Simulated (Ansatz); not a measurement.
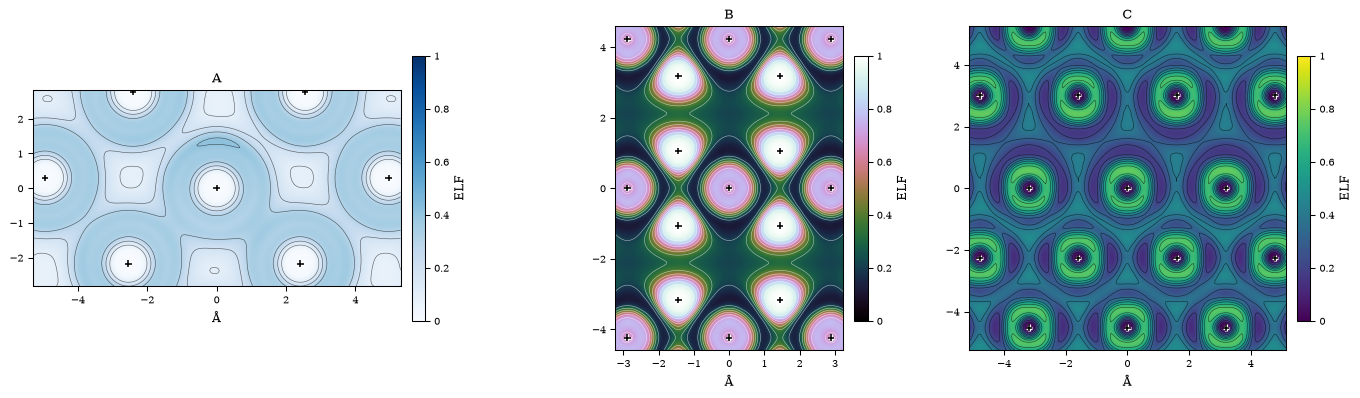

The ELF of 3 systems, each on a plane through atoms (crosses mark nuclei in the plane).

Level of theory: DFT PBEsol, scalar-relativistic, plane waves, PAW (Ansatz).

System 1: W, the (010) plane of the conventional cell. Space group Cmme; not relaxed (largest force 1.3 eV/Å); computed pressure about −21 GPa in this cell.

```
W
1.0
     3.19460    0.00000    0.00000
     0.00000    3.19460   -3.19460
     0.00000    6.91953    6.91953
W
8
Direct
  0.50000 0.25000 0.84626
  0.00000 0.75000 0.84626
  0.50000 0.75000 0.15374
  0.00000 0.25000 0.15374
  0.50000 0.25000 0.38458
  0.00000 0.75000 0.38458
  0.50000 0.75000 0.61542
  0.00000 0.25000 0.61542
```

System 2: VH2, the (100) plane of the conventional cell. Space group I4/mmm; changed on purpose from its base cell (biaxial strain in the a-b plane, c and atoms relaxed: -2.0 %); computed pressure about 5 GPa in this cell; computed without spin polarisation.

```
V H
1.0
     2.04045    2.04045    0.00000
    -2.04045    2.04045    0.00000
     0.00000    0.00000    4.23487
V H
2 4
Direct
  0.00000 0.00000 0.00000
  0.50000 0.50000 0.50000
  0.00000 0.50000 0.75000
  0.50000 0.00000 0.75000
  0.50000 0.00000 0.25000
  0.00000 0.50000 0.25000
```

System 3: Sn, the (010) plane of the conventional cell. Space group Cm; a structure from a database of computed crystals, not necessarily the ambient phase; changed on purpose from its base cell (atom 1 (Sn) moved -0.300 A along Cartesian [1 1 0]); computed pressure about −3 GPa in this cell.

### Match each panel to its system.

Panel A is system 3, Sn: the plane holds Sn. Sn–Sn (3.25 Å): the ELF is about 0.35 at the midpoint. Panel B is system 2, VH2: the plane holds V and H. V–H (1.79 Å): the ELF climbs to about 1 towards the hydrogen. Panel C is system 1, W: the plane holds W. W–W (2.77 Å): the ELF is about 0.40 at the midpoint.
